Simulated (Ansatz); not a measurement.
# C(111) slab, H on the bottom face: a series in atomic planes

How do forces, charges and cost change as the structure grows and the share of atoms at its surface or edge shifts?

Computed with Ansatz 0.2.0: Kohn-Sham DFT, PBEsol, PAW (set soft_2). Every run is a single point, with the atoms held where the recipe put them (cutoff of the plane-wave runs 420 eV, gaussian smearing of 0.05 eV).

First member: diamond-structure C (a = 3.567 Å), (111) slab of 4 atomic planes, 3 x 3 surface cells, H on the broken bonds of the bottom face, 12 Å of vacuum; displaced by a Gaussian of 0.02 Å.

Last member: diamond-structure C (a = 3.567 Å), (111) slab of 28 atomic planes, 3 x 3 surface cells, H on the broken bonds of the bottom face, 12 Å of vacuum; displaced by a Gaussian of 0.02 Å.

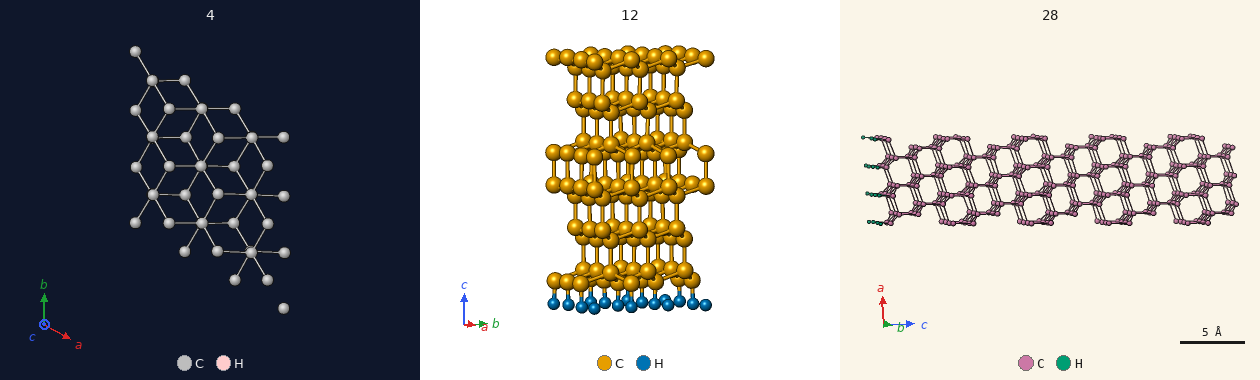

Three members of the series, labelled by atomic planes. H lies hidden behind other atoms in this view. Some periodic images of atoms are drawn too. Bonds to atoms that aren't drawn are left out.

The members:

```csv
atomic planes,reduced formula,atoms,valence electrons,k-mesh,basis
4,HC4,45,153,1×1×1,plane waves
6,HC6,63,225,1×1×1,plane waves
8,HC8,81,297,1×1×1,plane waves
10,HC10,99,369,1×1×1,plane waves
12,HC12,117,441,1×1×1,plane waves
16,HC16,153,585,1×1×1,plane waves
20,HC20,189,729,1×1×1,plane waves
28,HC28,261,1017,1×1×1,plane waves
```

The input of the first member, without its atom lines; other members have their own cell and atoms, and may differ in mesh, basis and outputs:

```yaml
crystal:
  lattice:
    - [7.56675, 0.0, 0.0]
    - [-3.78337, 6.553, 0.0]
    - [0.0, 0.0, 15.66426]
  atoms:
    [... 45 lines ...]
kpoints:
  mp_grid: { grid: [1, 1, 1] }
hamiltonian:
  xc: pbesol
scf:
  occupations: { method: gaussian, width: 0.05 }
output:
  forces: true
  populations: true
  dos:
    method: { smearing: { sigma: 0.1 } }
    de: 0.1
    projected:
      site_lists:
        C: [C]
        H: [H]
        slab: [0, 1, 2, 3, 4, 5, 6, 7, 8, 9, 10, 11, 12, 13, 14, 15, 16, 17, 18, 19, 20, 21, 22, 23, 24, 25, 26, 27, 28, 29, 30, 31, 32, 33, 34, 35]
        hydrogen: [36, 37, 38, 39, 40, 41, 42, 43, 44]
  eigenvalues: true
  write_density: true
  write_potential: true
  volumetric_format: npy
```

Results; charges are mean Löwdin charges in e:

```csv
atomic planes,r.m.s. force (eV/Å),q(C),q(H)
4,1.86,-0.01,+0.16
6,1.67,-0.01,+0.17
8,1.55,-0.00,+0.16
10,1.46,+0.00,+0.16
12,1.32,+0.00,+0.16
16,1.37,+0.01,+0.16
20,1.25,+0.01,+0.16
28,1.20,+0.01,+0.16
```

The projection misses up to 0.022 e an atom, so the charges add up to more than the cell's charge. Löwdin charges hang on the projection basis and can even invert the polarity of covalent bonds. Each mean runs over all atoms of an element, whatever their surroundings.

Bonds in each cell, which the recipe sets and DFT didn't move; cutoffs follow each cell's own g(r) within set bounds (mean length in Å, and neighbours of the second kind about the first):

```csv
atomic planes,C-C length,C-C count,C-H length,C-H count
4,1.543,3.50,1.087,0.25
6,1.545,3.67,1.084,0.17
8,1.544,3.75,1.100,0.12
10,1.545,3.80,1.095,0.10
12,1.544,3.83,1.101,0.08
16,1.544,3.88,1.094,0.06
20,1.545,3.90,1.113,0.05
28,1.545,3.93,1.091,0.04
```

Cost on 8 threads of Intel Xeon Platinum 8259CL at 2.50GHz (Skylake/Cascade Lake), shared host:

```csv
atomic planes,atoms,basis,k-mesh,SCF cycles,time,host memory (GiB),Δ force from the first basis (meV/Å)
4,45,plane waves,1×1×1,25,7.1 s,0.78,-
4,45,support functions,1×1×1,27,59 s,1.6,3.6
6,63,plane waves,1×1×1,27,10 s,0.92,-
6,63,support functions,1×1×1,29,89 s,2.1,2.9
8,81,plane waves,1×1×1,27,14 s,1.1,-
8,81,support functions,1×1×1,27,85 s,2.4,2.5
10,99,plane waves,1×1×1,32,17 s,1.3,-
10,99,support functions,1×1×1,39,2.5 min,2.7,2.1
12,117,plane waves,1×1×1,31,17 s,1.5,-
12,117,support functions,1×1×1,35,2.4 min,3.0,2.1
16,153,plane waves,1×1×1,43,45 s,2.1,-
16,153,support functions,1×1×1,39,3.3 min,3.8,1.7
20,189,plane waves,1×1×1,40,43 s,2.6,-
20,189,support functions,1×1×1,38,3.7 min,4.4,2.0
28,261,plane waves,1×1×1,39,76 s,3.9,-
28,261,support functions,1×1×1,34,5 min,5.7,1.7
```

Times include the outputs that each run asked for, on hosts shared with other jobs.

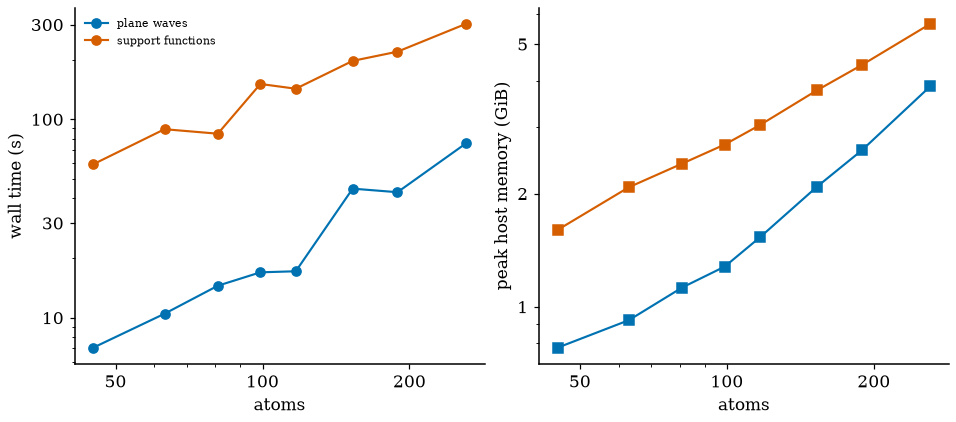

Wall time and memory against the number of atoms.

What the series shows: Support functions take 4.0 to 8.9 times the wall time of plane waves (the times hold unlike extra outputs; shared hosts, so rough). The r.m.s. force lies between 1.2 and 1.9 eV/Å, falling overall but not at every step. The composition changes with the cut, as the formulas show, and that bears on charges and levels too. All of the 8 members have partly filled levels at the Fermi energy, as cut bonds or an unbalanced electron count at the surface can give; spin polarisation, left out here, could split them.

**Limits.** The runs have no spin polarisation, so any moments at edges, vacancies or dangling bonds can't form in them. Beside vacuum, support functions can miss their usual error bounds without a warning. The electron count is odd and the run has no spin polarisation, so levels at the top are partly filled by construction. Some meshes are too coarse along the periodic directions to show band edges or a metallic band. Slabs that bear a dipole have periodic images along the normal, so a spurious field crosses the vacuum. The random displacements of the recipe add to the forces of every member.

[Logs are printed without paths, hosts, clocks, repeated set-up lines and the standing remarks that a program may print on its own settings, such as how far it seeks lower states.]

[Hosts, paths, dates, database ids (printed as entryN), source tags and the programs' standing remarks are cut or masked in the printed files.]
